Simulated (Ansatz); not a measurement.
# GaO: what the fields show

The calculation's input:

```
crystal:
  lattice:
    - [3.0699135487, 0.0, 0.0]
    - [-1.5349567743, 2.6586231206, 0.0]
    - [0.0, 0.0, 12.8821366069]
  atoms:
    - { symbol: Ga, position: [0.3333333333, 0.6666666667, 0.1539264505] }
    - { symbol: Ga, position: [0.6666666667, 0.3333333333, 0.6539264505] }
    - { symbol: Ga, position: [0.3333333333, 0.6666666667, 0.3460735495] }
    - { symbol: Ga, position: [0.6666666667, 0.3333333333, 0.8460735495] }
    - { symbol: O, position: [0.3333333333, 0.6666666667, 0.5980697903] }
    - { symbol: O, position: [0.6666666667, 0.3333333333, 0.0980697903] }
    - { symbol: O, position: [0.3333333333, 0.6666666667, 0.9019302097] }
    - { symbol: O, position: [0.6666666667, 0.3333333333, 0.4019302097] }
basis:
  ecutwfc: 420
kpoints:
  mp_grid: { grid: [12, 12, 2] }
hamiltonian:
  xc: pbesol
scf:
  occupations: { method: fixed }
output:
  forces: true
  stress: true
  eigenvalues: true
  write_density: true
  write_potential: true
  elf: true
  volumetric_format: npy
relax:
  adjacent_minimum: "off"
  f_tol: 0.001
  max_steps: 60
  cell: { stress_tol: 0.01 }
```

Launched as:

```sh
ansatz run input.yaml --threads 4 --pin off --max-ram 12288MiB --backend cpu --events-out ev --progress --plain --runs-dir out
```

Below, planes, directions and counts refer to the conventional cell (a = 3.07 Å, b = 3.07 Å, c = 12.87 Å, α = 90.00°, β = 90.00°, γ = 120.00°).

The fields are those of the run's last geometry, not of the input's.

Space group P6₃/mmc.

Level of theory: DFT PBEsol, scalar-relativistic, plane waves, PAW (Ansatz).

Core electrons are frozen (PAW), and the valence fields are smoothed inside the atomic spheres.

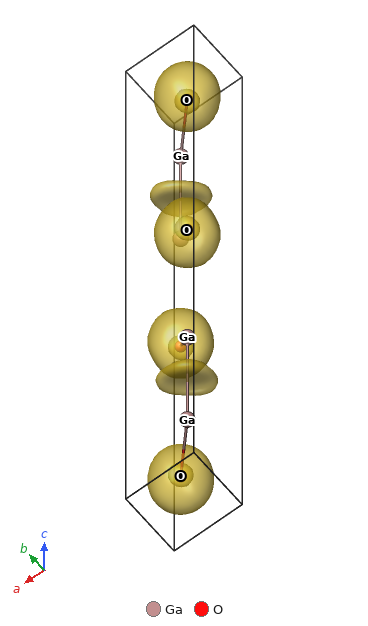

Figure 1. Isosurface of the electron localisation function at 0.65 (yellow), seen at an oblique angle. Only the valence region is drawn (cores and ρ < 0.01 e/Å³ removed). Sticks mark near contacts.

Q: Identify the bonds, lone pairs and shells in this picture.

A: The surface consists of two regions between bonded Ga–Ga atoms (shared pairs) and four regions wrapped around O (the valence shell of each), counted in one cell of 8 atoms. Regions shared between cells count once. Profiles from the grid: Ga–O (1.91 Å): the ELF peaks at about 0.80 in the valence shell of O, 0.6 Å from its nucleus, and is about 0.35 at the midpoint. Ga–Ga (2.48 Å): the ELF peaks at about 0.75 between the atoms; localised, covalent bonding.

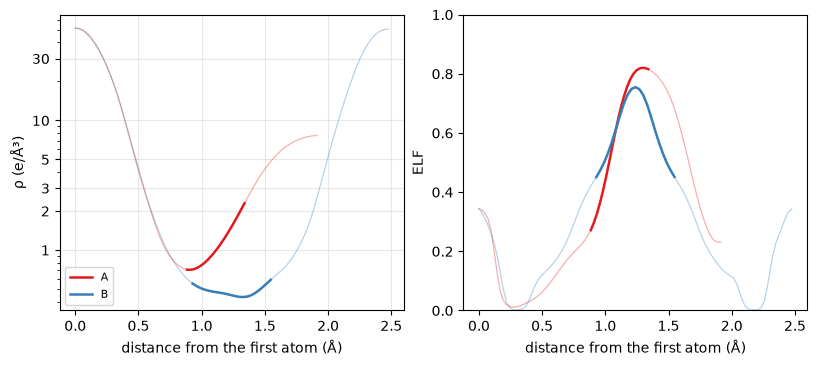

Figure 2. Valence pseudo-density and ELF along straight lines between neighbouring atoms. Thin, pale parts lie inside the atomic spheres.

Q: Which curve belongs to which contact (Ga–Ga and Ga–O)? The first atom named is at distance zero.

A: Curve A: Ga–O (1.91 Å): ρ at the midpoint is about 0.72 e/Å³; the ELF peaks at about 0.80 in the valence shell of O, 0.6 Å from its nucleus, and is about 0.35 at the midpoint. Curve B: Ga–Ga (2.48 Å): ρ at the midpoint is about 0.45 e/Å³; the ELF peaks at about 0.75 between the atoms (a covalent bond).

Q: Metal or insulator at this level of theory?

A: It is gapped, with a Kohn–Sham gap of 1.1 eV on the k-point mesh, an upper bound to the gap of this method.
